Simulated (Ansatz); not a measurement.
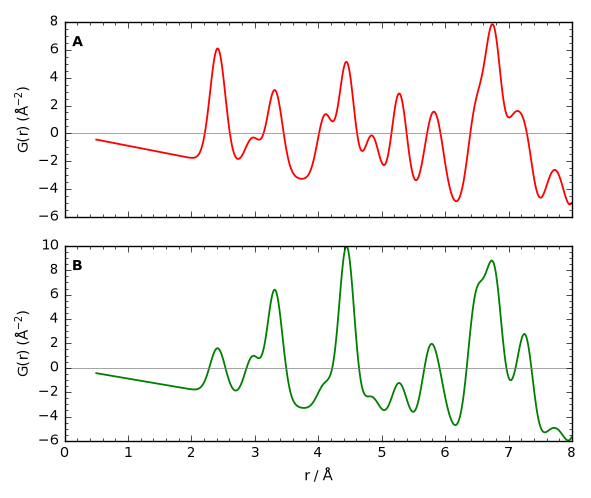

Two calculated pair distribution functions of the same structure of ZrC, one with X-ray weights (atomic numbers) and one with neutron weights (tabulated coherent scattering lengths, natural isotope mix where the element has one), both with peak width σ = 0.12 Å. Structure used: the end point of a relaxation at fixed volume with Ansatz, DFT PBE, scalar-relativistic, plane waves, PAW; the starting structure was generated, so it need not be a known form of this composition.

Tell the X-ray curve from the neutron curve.

Curve A is the neutron PDF and B the X-ray PDF. The weight that changes most is that of Zr–Zr (first at 2.97 Å): 0.76 for X-rays, 0.27 for neutrons.

Give the weight with which each partial g(r) enters the total (Faber–Ziman weights, summing to 1).

| pair | X-ray | neutron |
| --- | --- | --- |
| Zr–Zr | 0.76 | 0.27 |
| Zr–C | 0.23 | 0.50 |
| C–C | 0.02 | 0.23 |

Scattering lengths used: Zr 7.16 fm, C 6.65 fm.
